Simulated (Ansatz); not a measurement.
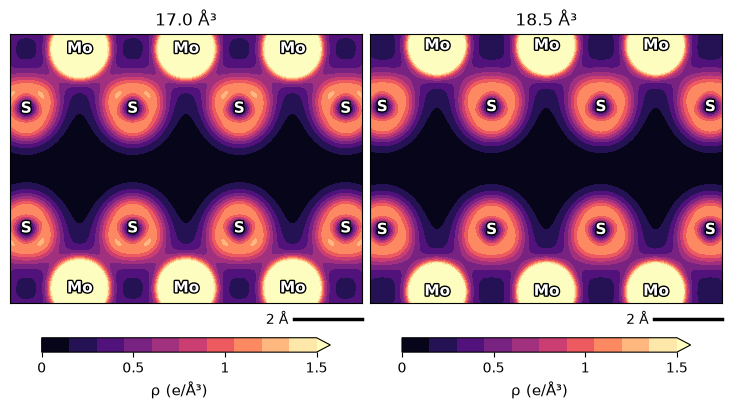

MoS2. The valence pseudo-density of cells scaled evenly to different volumes (given per atom above each panel), on the (110) plane of each (indices in the axes of the cell below), at one length scale and on one colour scale.

Level of theory: Kohn-Sham DFT of a periodic cell, r2SCAN, Ansatz PAW (Ansatz 0.2.0).

The density is the valence pseudo-density of a PAW calculation; it isn't the true density close to the nuclei.

The largest cell:

```
Mo S
1.0
     3.21273    0.00000    0.00000
    -1.60636    0.92743    6.19547
     1.60636   -2.78230    0.00000
Mo S
1 2
Direct
  0.00000 0.00000 0.00000
  0.25000 0.75000 0.25000
  0.75000 0.25000 0.75000
```

| volume (Å³/atom) | Mo–S contact in the plane (Å) | ρ at its midpoint (e/Å³) | pressure (GPa) | 
| --- | --- | --- | --- |
| 17.04 | 2.353 | 0.635 | 14.5 | 
| 17.39 | 2.369 | ? | ? | 
| 18.46 | 2.417 | 0.569 | 0.8 | 

**What values belong in the row with question marks?**

Over the known rows ln ρ falls by 1.71 per Å of Mo–S distance (the line through the two), which gives 0.618 e/Å³ at 2.369 Å; the calculation gives 0.617 e/Å³. For the pressure, a straight line in volume between the neighbouring rows gives 11.1 GPa; the calculation gives 10.6, lower because pressure rises ever faster on compression.
